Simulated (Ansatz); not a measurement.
**Run report: Ru, geometry relaxation (part 2 of 2)**

The same run, continued: Ru (1 atom in the cell); DFT, PBE, plane waves, PAW, spin-polarised (Ansatz 0.2.0); cutoff 420 eV, 20×20×20 k-mesh, Gaussian smearing of 0.1 eV, collinear spins. The structure was made by swapping elements on the sites of another compound; it need not be a known phase.

Geometry of the input (Å; fractional positions):
```
-1.5235  1.5235  1.5235
1.5235  -1.5235  1.5235
1.5235  1.5235  -1.5235
Ru 0.0000  0.0000  0.0000
```

### Log, continued
```
SCF iter   1: F=—  HF=-5878.062733 eV  |F-HF|=—  |Δ(HF+E_count)|=         —  Δρ=3.04e-3 (↑1.50e-3 ↓3.04e-3)  dr2=5.99e-4  dr2_m=6.10e-4  M=-0.048 μB ∫|m|=0.048 μB  β_m=0.65  ethr=3.56e-6  ⟨swp⟩=2.0  Hψ=42029  notcnv=0
preconditioner: auto → none  [metal: Δε(μ)=0.003 eV  Ē_g=12.851 eV  σ=0.100 eV  W_gap=0.01  n_scr=0 (ndim 8)  ℏωp=27.7 eV  f_vac=0.000  D(μ)=2.19/eV (n_scr^D=42)]
SCF iter   2: F=—  HF=-5878.062377 eV  |F-HF|=—  |Δ(HF+E_count)|=   3.56e-4  Δρ=1.09e-3 (↑1.09e-3 ↓4.94e-4)  dr2=2.43e-4  dr2_m=2.39e-5  M=-0.040 μB ∫|m|=0.040 μB  β_m=0.44  ethr=3.56e-6  ⟨swp⟩=2.4  Hψ=10165  notcnv=0
SCF iter   3: F=—  HF=-5878.062354 eV  |F-HF|=—  |Δ(HF+E_count)|=   2.30e-5  Δρ=3.59e-4 (↑3.59e-4 ↓2.29e-4)  dr2=4.74e-6  dr2_m=9.68e-6  M=-0.038 μB ∫|m|=0.038 μB  β_m=0.53  ethr=1.52e-6  ⟨swp⟩=2.6  Hψ=10004  notcnv=0
SCF iter   4: F=—  HF=-5878.062482 eV  |F-HF|=—  |Δ(HF+E_count)|=   1.28e-4  Δρ=3.22e-4 (↑2.01e-4 ↓3.22e-4)  dr2=4.59e-6  dr2_m=8.26e-6  M=-0.033 μB ∫|m|=0.033 μB  β_m=0.76  ethr=2.97e-8  ⟨swp⟩=2.3  Hψ=10828  notcnv=0
SCF iter   5: F=—  HF=-5878.062570 eV  |F-HF|=—  |Δ(HF+E_count)|=         —  Δρ=2.50e-4 (↑1.90e-4 ↓2.50e-4)  dr2=6.83e-7  dr2_m=6.28e-6  M=-0.025 μB ∫|m|=0.025 μB  β_m=0.76  ethr=2.87e-8  ⟨swp⟩=2.0  Hψ=10289  notcnv=0
Mixer restart at iter 5: flushing history
SCF iter   6: F=—  HF=-5878.062576 eV  |F-HF|=—  |Δ(HF+E_count)|=         —  Δρ=2.23e-4 (↑2.18e-4 ↓2.23e-4)  dr2=4.52e-8  dr2_m=6.34e-6  M=-0.023 μB ∫|m|=0.023 μB  β_m=0.76  ethr=4.27e-9  ⟨swp⟩=2.1  Hψ=10595  notcnv=0
Mixer restart at iter 6: flushing history
SCF iter   7: F=—  HF=-5878.062579 eV  |F-HF|=—  |Δ(HF+E_count)|=   2.64e-6  Δρ=2.17e-4 (↑1.87e-4 ↓2.17e-4)  dr2=1.60e-7  dr2_m=5.35e-6  M=-0.020 μB ∫|m|=0.021 μB  β_m=0.34  ethr=2.82e-10  ⟨swp⟩=2.0  Hψ=10888  notcnv=0
SCF iter   8: F=—  HF=-5878.062581 eV  |F-HF|=—  |Δ(HF+E_count)|=   1.76e-6  Δρ=1.90e-4 (↑1.90e-4 ↓1.59e-4)  dr2=2.55e-7  dr2_m=3.94e-6  M=-0.018 μB ∫|m|=0.018 μB  β_m=0.17  ethr=2.82e-10  ⟨swp⟩=3.2  Hψ=12950  notcnv=0
SCF iter   9: F=—  HF=-5878.062582 eV  |F-HF|=—  |Δ(HF+E_count)|=   1.28e-6  Δρ=1.49e-4 (↑1.49e-4 ↓1.29e-4)  dr2=8.35e-8  dr2_m=2.54e-6  M=-0.014 μB ∫|m|=0.014 μB  β_m=0.59  ethr=2.82e-10  ⟨swp⟩=3.2  Hψ=12428  notcnv=0
SCF iter  10: F=—  HF=-5878.062583 eV  |F-HF|=—  |Δ(HF+E_count)|=   1.39e-6  Δρ=5.75e-5 (↑5.75e-5 ↓2.70e-5)  dr2=3.30e-7  dr2_m=1.85e-7  M=-0.005 μB ∫|m|=0.005 μB  β_m=0.92  ethr=2.82e-10  ⟨swp⟩=3.0  Hψ=15034  notcnv=0
SCF iter  11: F=—  HF=-5878.062584 eV  |F-HF|=—  |Δ(HF+E_count)|=   4.24e-7  Δρ=2.16e-5 (↑1.55e-5 ↓2.16e-5)  dr2=9.16e-9  dr2_m=4.44e-8  M=-0.002 μB ∫|m|=0.002 μB  β_m=0.96  ethr=2.82e-10  ⟨swp⟩=3.1  Hψ=12085  notcnv=0
iter 12 did not close the SCF: its close was put off for a magnetic moment that had not settled (scf_convergence_deferred on its scf_iter line)
SCF iter  12: F=-5878.062584 eV  HF=-5878.062584 eV  |F-HF|=3.35e-9  |Δ(HF+E_count)|=   7.14e-8  Δρ=4.00e-6 (↑2.40e-6 ↓4.00e-6)  dr2=4.79e-9  dr2_m=1.00e-10  M=0.000 μB ∫|m|=0.000 μB  β_m=0.98  ethr=5.73e-11  ⟨swp⟩=1.3  Hψ=23429  notcnv=0
iter 13 did not close the SCF: its close was put off for a magnetic moment that had not settled (scf_convergence_deferred on its scf_iter line)
SCF iter  13: F=-5878.062584 eV  HF=-5878.062584 eV  |F-HF|=6.91e-10  |Δ(HF+E_count)|=  4.56e-10  Δρ=1.76e-6 (↑9.33e-7 ↓1.76e-6)  dr2=9.71e-10  dr2_m=3.23e-11  M=0.000 μB ∫|m|=0.000 μB  β_m=0.99  ethr=2.99e-11  ⟨swp⟩=1.5  Hψ=18872  notcnv=0
SCF iter  14: F=-5878.062584 eV  HF=-5878.062584 eV  |F-HF|=3.27e-11  |Δ(HF+E_count)|=  6.64e-11  Δρ=3.12e-7 (↑2.52e-7 ↓3.12e-7)  dr2=4.51e-11  dr2_m=1.75e-13  M=0.000 μB ∫|m|=0.000 μB  ethr=6.07e-12  ⟨swp⟩=1.0  Hψ=19486  notcnv=0
the starting moments were not kept: the SCF closed with an absolute magnetisation of 1.3e-5 μB, where they sum to 2 μB in size (1 site). That is at most 0.1 of that sum. Measured as dr2_m measures the in/out step, that magnetisation stands 1.1e-10 eV from none, at or under the dr2_threshold of 1.0e-7 eV: it is no larger than a step whose dr2_m would equal this threshold.
SCF 2 converged in 14 iterations: F = -5878.062584 eV  dr2 = 4.51e-11
relax step   2: F+E_penalty+E_count = -5878.06258392 eV  Δ(F+E_penalty+E_count) = +1.322e-4 eV  max|allowed force component| = 0.000e0 eV/Å  Δτ_max = 0.0000 Å  P = -1.804 GPa  Ω = 14.327 Å³  energy of the carried Pulay correction = -8.089e-5 eV  (14 SCF iters, dr2 threshold 1.00e-7 eV, rejected (line search))
Crystal: 1 atoms, lattice volume = 14.235 Å³
iter 1 solved again at ethr=9.05e-7 eV; its pass at ethr=3.10e-3 eV (dr2=1.45e-4 eV) is discarded
SCF iter   1: F=—  HF=-5878.063186 eV  |F-HF|=—  |Δ(HF+E_count)|=         —  Δρ=1.47e-3 (↑7.21e-4 ↓1.47e-3)  dr2=1.51e-4  dr2_m=1.39e-4  M=0.023 μB ∫|m|=0.023 μB  β_m=0.65  ethr=9.05e-7  ⟨swp⟩=2.3  Hψ=41375  notcnv=0
preconditioner: auto → none  [metal: Δε(μ)=0.001 eV  Ē_g=12.896 eV  σ=0.100 eV  W_gap=0.01  n_scr=0 (ndim 8)  ℏωp=27.8 eV  f_vac=0.000  D(μ)=2.17/eV (n_scr^D=42)]
SCF iter   2: F=—  HF=-5878.063103 eV  |F-HF|=—  |Δ(HF+E_count)|=   8.30e-5  Δρ=5.28e-4 (↑5.28e-4 ↓2.63e-4)  dr2=6.13e-5  dr2_m=5.11e-6  M=0.019 μB ∫|m|=0.019 μB  β_m=0.43  ethr=9.05e-7  ⟨swp⟩=2.3  Hψ=10055  notcnv=0
SCF iter   3: F=—  HF=-5878.063096 eV  |F-HF|=—  |Δ(HF+E_count)|=   6.68e-6  Δρ=1.76e-4 (↑1.76e-4 ↓1.13e-4)  dr2=1.38e-6  dr2_m=2.21e-6  M=0.018 μB ∫|m|=0.018 μB  β_m=0.52  ethr=3.83e-7  ⟨swp⟩=2.5  Hψ=9954  notcnv=0
SCF iter   4: F=—  HF=-5878.063129 eV  |F-HF|=—  |Δ(HF+E_count)|=   3.27e-5  Δρ=1.73e-4 (↑1.12e-4 ↓1.73e-4)  dr2=1.10e-6  dr2_m=2.49e-6  M=0.015 μB ∫|m|=0.016 μB  β_m=0.76  ethr=8.62e-9  ⟨swp⟩=2.4  Hψ=10971  notcnv=0
SCF iter   5: F=—  HF=-5878.063153 eV  |F-HF|=—  |Δ(HF+E_count)|=   2.39e-5  Δρ=1.27e-4 (↑1.00e-4 ↓1.27e-4)  dr2=1.41e-7  dr2_m=1.67e-6  M=0.011 μB ∫|m|=0.011 μB  β_m=0.88  ethr=6.90e-9  ⟨swp⟩=2.1  Hψ=10409  notcnv=0
SCF iter   6: F=—  HF=-5878.063155 eV  |F-HF|=—  |Δ(HF+E_count)|=   2.32e-6  Δρ=9.19e-5 (↑9.19e-5 ↓7.62e-5)  dr2=4.29e-8  dr2_m=9.18e-7  M=0.007 μB ∫|m|=0.007 μB  β_m=0.13  ethr=8.82e-10  ⟨swp⟩=2.1  Hψ=11191  notcnv=0
SCF iter   7: F=—  HF=-5878.063155 eV  |F-HF|=—  |Δ(HF+E_count)|=   3.75e-9  Δρ=2.80e-5 (↑2.80e-5 ↓1.80e-5)  dr2=9.40e-8  dr2_m=2.33e-8  M=0.007 μB ∫|m|=0.007 μB  β_m=0.65  ethr=2.68e-10  ⟨swp⟩=2.0  Hψ=10845  notcnv=0
SCF iter   8: F=—  HF=-5878.063154 eV  |F-HF|=—  |Δ(HF+E_count)|=   5.57e-7  Δρ=2.12e-5 (↑2.12e-5 ↓1.59e-5)  dr2=1.46e-7  dr2_m=2.42e-9  M=0.001 μB ∫|m|=0.001 μB  β_m=0.82  ethr=2.68e-10  ⟨swp⟩=3.1  Hψ=14875  notcnv=0
SCF iter   9: F=—  HF=-5878.063155 eV  |F-HF|=—  |Δ(HF+E_count)|=   4.99e-7  Δρ=3.53e-5 (↑1.13e-5 ↓3.53e-5)  dr2=1.50e-7  dr2_m=5.36e-8  M=-0.002 μB ∫|m|=0.002 μB  β_m=0.91  ethr=2.68e-10  ⟨swp⟩=2.6  Hψ=13028  notcnv=0
SCF iter  10: F=—  HF=-5878.063156 eV  |F-HF|=—  |Δ(HF+E_count)|=   7.40e-7  Δρ=2.04e-6 (↑8.86e-7 ↓2.04e-6)  dr2=2.09e-10  dr2_m=2.50e-10  M=-0.000 μB ∫|m|=0.000 μB  β_m=0.96  ethr=2.68e-10  ⟨swp⟩=2.1  Hψ=10950  notcnv=0
SCF iter  11: F=—  HF=-5878.063156 eV  |F-HF|=—  |Δ(HF+E_count)|=  7.50e-10  Δρ=6.75e-7 (↑4.32e-7 ↓6.75e-7)  dr2=1.35e-11  dr2_m=3.86e-11  M=0.000 μB ∫|m|=0.000 μB  β_m=0.95  ethr=1.31e-12  ⟨swp⟩=3.3  Hψ=13003  notcnv=0
SCF iter  12: F=-5878.063156 eV  HF=-5878.063156 eV  |F-HF|=7.28e-12  |Δ(HF+E_count)|=  1.06e-10  Δρ=1.62e-7 (↑9.33e-8 ↓1.62e-7)  dr2=8.07e-12  dr2_m=2.95e-13  M=0.000 μB ∫|m|=0.000 μB  ethr=1.00e-12  ⟨swp⟩=2.5  Hψ=22922  notcnv=0
the starting moments were not kept: the SCF closed with an absolute magnetisation of 1.1e-5 μB, where they sum to 2 μB in size (1 site). That is at most 0.1 of that sum.
SCF 3 converged in 12 iterations: F = -5878.063156 eV  dr2 = 8.07e-12
relax step   3: F+E_penalty+E_count = -5878.06315566 eV  Δ(F+E_penalty+E_count) = -4.395e-4 eV  max|allowed force component| = 0.000e0 eV/Å  Δτ_max = 0.0000 Å  P = -0.022 GPa  Ω = 14.235 Å³  energy of the carried Pulay correction = -3.979e-5 eV  (12 SCF iters, accepted)
Initial wavefunctions: pseudopotential atomic-orbital guess (no wavefunctions were taken with the density)
iter 1 solved again at ethr=3.20e-7 eV; its pass at ethr=3.10e-3 eV (dr2=5.11e-5 eV) is discarded
SCF iter   1: F=—  HF=-5878.063192 eV  |F-HF|=—  |Δ(HF+E_count)|=         —  Δρ=1.21e-5 (↑1.21e-5 ↓1.21e-5)  dr2=1.43e-8  dr2_m=1.87e-12  M=0.000 μB ∫|m|=0.000 μB  β_m=0.65  ethr=3.20e-7  ⟨swp⟩=2.9  Hψ=52724  notcnv=0
eigensolver tolerance schedule: the retry pair's looser diagonalisation over-reported the residual by 3572.92 of it (diagonalisation noise at 0.58 of the residual, at the tolerance the schedule requests for it); recorded, not acted on — ethr = c·dr2/N_el stays at c = 1.0e-1
preconditioner: auto → none  [metal: Δε(μ)=0.017 eV  Ē_g=12.909 eV  σ=0.100 eV  W_gap=0.09  n_scr=0 (ndim 8)  ℏωp=27.8 eV  f_vac=0.000  D(μ)=2.17/eV (n_scr^D=42)]
SCF iter   2: F=—  HF=-5878.063193 eV  |F-HF|=—  |Δ(HF+E_count)|=   6.27e-7  Δρ=5.39e-6 (↑5.29e-6 ↓5.39e-6)  dr2=7.73e-9  dr2_m=1.01e-12  M=0.000 μB ∫|m|=0.000 μB  β_m=0.38  ethr=8.94e-11  ⟨swp⟩=2.3  Hψ=11246  notcnv=0
SCF iter   3: F=—  HF=-5878.063193 eV  |F-HF|=—  |Δ(HF+E_count)|=   2.88e-9  Δρ=4.13e-6 (↑4.09e-6 ↓4.13e-6)  dr2=1.09e-9  dr2_m=2.02e-12  M=0.000 μB ∫|m|=0.000 μB  β_m=0.69  ethr=4.83e-11  ⟨swp⟩=2.4  Hψ=8969  notcnv=0
SCF iter   4: F=—  HF=-5878.063193 eV  |F-HF|=—  |Δ(HF+E_count)|=   9.80e-9  Δρ=2.15e-7 (↑1.78e-7 ↓2.15e-7)  dr2=4.13e-12  dr2_m=4.75e-13  M=0.000 μB ∫|m|=0.000 μB  β_m=0.68  ethr=6.83e-12  ⟨swp⟩=2.0  Hψ=8739  notcnv=0
SCF iter   5: F=—  HF=-5878.063193 eV  |F-HF|=—  |Δ(HF+E_count)|=  6.18e-11  Δρ=2.06e-7 (↑7.96e-8 ↓2.06e-7)  dr2=8.20e-12  dr2_m=8.41e-13  M=0.000 μB ∫|m|=0.000 μB  β_m=0.68  ethr=1.00e-12  ⟨swp⟩=1.0  Hψ=6656  notcnv=0
SCF iter   6: F=-5878.063193 eV  HF=-5878.063193 eV  |F-HF|=0.00e0  |Δ(HF+E_count)|=  6.82e-11  Δρ=5.30e-8 (↑4.87e-8 ↓5.30e-8)  dr2=6.46e-13  dr2_m=4.65e-14  M=0.000 μB ∫|m|=0.000 μB  ethr=1.00e-12  ⟨swp⟩=2.5  Hψ=20477  notcnv=0
the starting moments were not kept: the SCF closed with an absolute magnetisation of 5.4e-6 μB, where they sum to 2 μB in size (1 site). That is at most 0.1 of that sum. Measured as dr2_m measures the in/out step, that magnetisation stands 1.7e-11 eV from none, at or under the dr2_threshold of 4.0e-11 eV: it is no larger than a step whose dr2_m would equal this threshold.
SCF 4 converged in 6 iterations: F = -5878.063193 eV  dr2 = 6.46e-13
relax step   4: F+E_penalty+E_count = -5878.06319263 eV  Δ(F+E_penalty+E_count) = -3.697e-5 eV  max|allowed force component| = 0.000e0 eV/Å  Δτ_max = 0.0000 Å  P = -0.026 GPa  Ω = 14.235 Å³  stress off target by 2.59e-2 GPa  SCF on the basis re-selected at this cell (its energy is not comparable with the rows above)  (6 SCF iters)
```

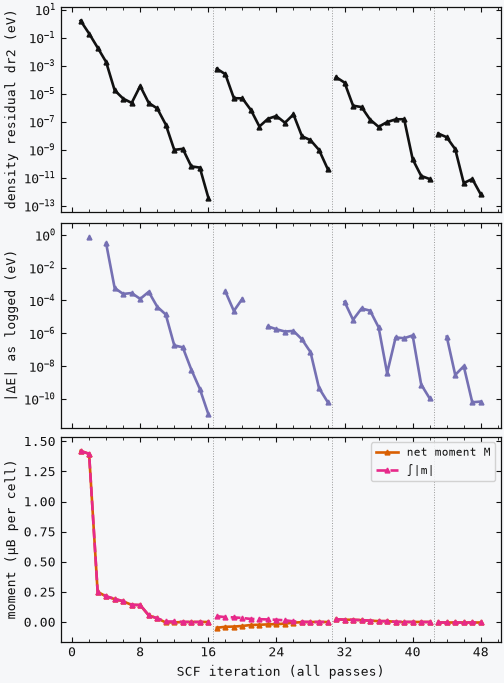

*Convergence of the self-consistent field: density residual dr2, size of the energy change and magnetic moment against the SCF iteration. The dotted lines part the SCF passes of the relaxation: geometry steps, rejected trials and re-solves on a re-selected basis.*

The passes take 16, 14, 12 and 6 iterations. The net moment goes from 1.4 to 0.0 μB per cell, and ∫|m| falls to zero.

```
basis re-selected at this cell: Δ(F+E_penalty+E_count) = -3.697e-5 eV, ΔP = -0.004 GPa vs the last step (what re-selecting the basis moved, of the pressure what is left beyond the Pulay correction that the steps carried, after the strain that the cell walked since its last selection, with what the two solves' SCF thresholds leave and, on support functions, any second-order correction that the steps lacked; it is no measure of the basis error at this ecutwfc). This SCF's stress stands 2.59e-2 GPa from its target on what of the cell is left free (relax.cell.stress_tol is 1.00e-1 GPa) and its largest allowed force component is 0.00e0 eV/Å (relax.f_tol is 1.00e-2 eV/Å): within both
SCF converged after 6 iterations
Magnetization: 0.0000 μB (8.0000 up, 8.0000 down)
Absolute magnetization: 0.0000 μB (∫|ρ↑−ρ↓|, with the PAW one-centre terms)
Spin contamination: 0.0000 ħ² per cell (⟨S²⟩ above its minimum at these occupations)
Per-site moments (μB) at R_I (Å): [(5.209640232407864e-6, 1.090805286982712)]
Free energy (F): -5878.063193 eV
Harris-Foulkes:  -5878.063193 eV  (|F-HF|=0.00e0)
Internal energy: -5878.052334 eV  (E = F + TS)
E sigma→0 (E₀):  -5878.057763 eV
Entropy (-TS):   -0.010858 eV (-10.858 meV/atom)
Fermi energy:    22.342917 eV
--- Per-component energies (eV) ---
  E_band       = -70.250677
  E_kinetic    = 513.531889
  E_local      = -1308.433956  (includes V_loc(G=0)·N_el)
  E_nonlocal   = 344.016031
  E_hartree    = 420.559685
  E_xc         = -189.962653
  E_vxc        = -238.427003  (∫ρ·V_xc dr)
  E_paw        = -3461.021234  (= ΣΔE_a)
  E_vpaw       = -222.056805  (= ΣTr[D̂ρ^β])
  E_aug_tail   = -0.000187  (compensation charges beyond the density's cutoff)
  E_ewald      = -2196.741909
  E_smearing   = -0.010858  (= −TS)
  E_closure    = 0.000000  (closes the sum)
  Σ components = -5878.063193   (vs F -5878.063193, Δ=0.00e0)
--- Forces (eV/Å), atoms counted from 1 ---
  atom   1  Ru     0.00000000    -0.00000000     0.00000000
  max |Σ_I F_I| component: 4.93e-32 eV/Å
--- Stress (GPa, compression-positive) ---
       -0.025893       0.000000       0.000000
       -0.000000      -0.025893       0.000000
        0.000000       0.000000      -0.025893
  P = ⅓ Tr σ = -0.0259 GPa (-0.259 kbar)
--- Band table (eV; the first three rows and the last of 512) ---
  k-point 0 ↑: bands = ["-50.7277", "-20.1807", "-20.1807", "-20.1807", "14.4899", "19.6174", "19.6174", "19.6174", "22.2588", "22.2588", "39.2388", "39.2388", "39.2388"]
  k-point 1 ↑: bands = ["-50.7238", "-20.2043", "-20.1882", "-20.1806", "14.5980", "19.5680", "19.6148", "19.7096", "22.1926", "22.2618", "39.3014", "39.3577", "39.4068"]
  k-point 2 ↑: bands = ["-50.7125", "-20.2727", "-20.2104", "-20.1808", "14.9108", "19.4274", "19.6004", "19.9825", "22.0308", "22.2725", "39.4313", "39.6188", "39.8894"]
  k-point 255 ↓: bands = ["-50.4494", "-20.8376", "-20.8376", "-20.8376", "16.2579", "16.2579", "24.1074", "24.1074", "24.1074", "31.5524", "31.5524", "31.5524", "41.8663"]
--- Relaxed structure (3 steps of the walk, 2 accepted, 1 SCFs on fresh bases) ---
  F+E_penalty+E_count = -5878.06319263 eV   max|allowed force component| = 0.000e0 eV/Å   (the final SCF, on the basis selected at the relaxed cell)
  cell:  # Å, volume = 14.2347 Å³
    - [-1.5267314571465112, 1.5267314571465112, 1.5267314571465112]
    - [1.5267314571465112, -1.5267314571465112, 1.5267314571465112]
    - [1.5267314571465112, 1.5267314571465112, -1.5267314571465112]
  atoms:
    - { symbol: Ru, position: [0.0, 0.0, 0.0] }
```

### Trajectory as extended XYZ (Å, eV, eV/Å), 4 frames, from step=1 to step=4
```
1
Lattice="-1.5235 1.5235 1.5235 1.5235 -1.5235 1.5235 1.5235 1.5235 -1.5235" Properties=species:S:1:pos:R:3:forces:R:3 step=1 energy=-5878.06272 pressure_GPa=1.76
Ru    0.0000    0.0000    0.0000    0.0000   0.0000   0.0000
1
Lattice="-1.5300 1.5300 1.5300 1.5300 -1.5300 1.5300 1.5300 1.5300 -1.5300" Properties=species:S:1:pos:R:3:forces:R:3 step=2 energy=-5878.06258 pressure_GPa=-1.80 accepted=F
Ru    0.0000    0.0000    0.0000    0.0000   0.0000   0.0000
1
Lattice="-1.5267 1.5267 1.5267 1.5267 -1.5267 1.5267 1.5267 1.5267 -1.5267" Properties=species:S:1:pos:R:3:forces:R:3 step=3 energy=-5878.06316 pressure_GPa=-0.02
Ru    0.0000    0.0000    0.0000    0.0000   0.0000   0.0000
1
Lattice="-1.5267 1.5267 1.5267 1.5267 -1.5267 1.5267 1.5267 1.5267 -1.5267" Properties=species:S:1:pos:R:3:forces:R:3 step=4 energy=-5878.06319 pressure_GPa=-0.03
Ru    0.0000    0.0000    0.0000    0.0000   0.0000   0.0000
```
